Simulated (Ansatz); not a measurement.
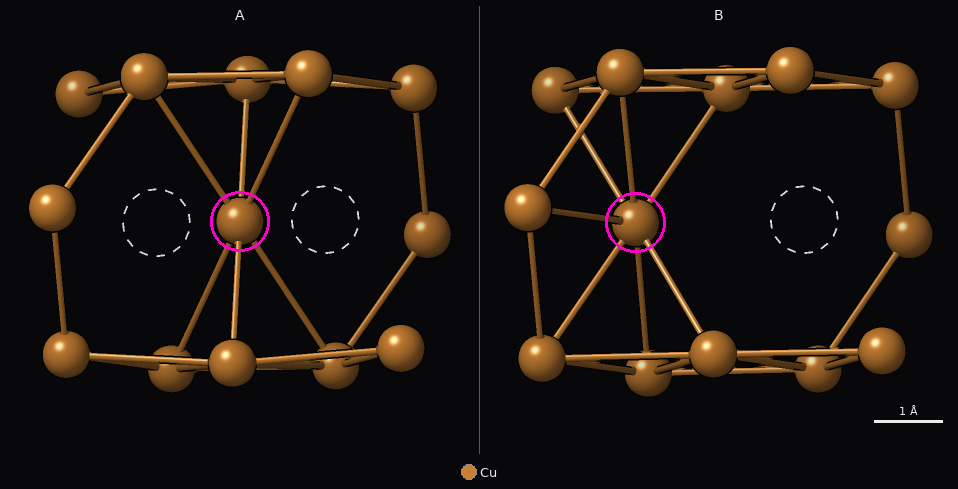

A vacancy jump of copper in Cu (Fm-3m phase), in a neutral cell with 26 atoms, whose images lie 7.7 Å apart. One frame is the relaxed vacancy; in the other the neighbouring Cu atom (ringed) was set half-way along its jump of 2.57 Å and all atoms were relaxed in the symmetry of that start. Dashed circles mark empty sites. The picture is a ball-and-stick view of the slice 3.8 Å thick through the jump, out to 3.7 Å from its middle, seen across the jump.

Theory: DFT PBE, scalar-relativistic, plane waves, PAW (Ansatz 0.2.0). Settings: plane-wave cutoff 420 eV; k-point mesh 4 × 4 × 4; occupations gaussian; smearing width 0.1 eV; no spin polarisation; atoms relaxed in a fixed cell; force threshold 0.02 eV/Å.

**What does the half-way point cost?**

Frame A is the half-way start after relaxation. It lies 0.66 eV above the relaxed vacancy. The atom stays half-way, on the straight line. The symmetry of the start was kept and can hold it there, so for a path with one hump at the middle this is the barrier or an upper bound to it. There it has 4 Cu as nearest neighbours, the closest at 2.38 Å. Both cells are metallic on the mesh.

Limits of the set-up: the periodic images lie only 7.7 Å apart, so the values are limited by the cell's size.
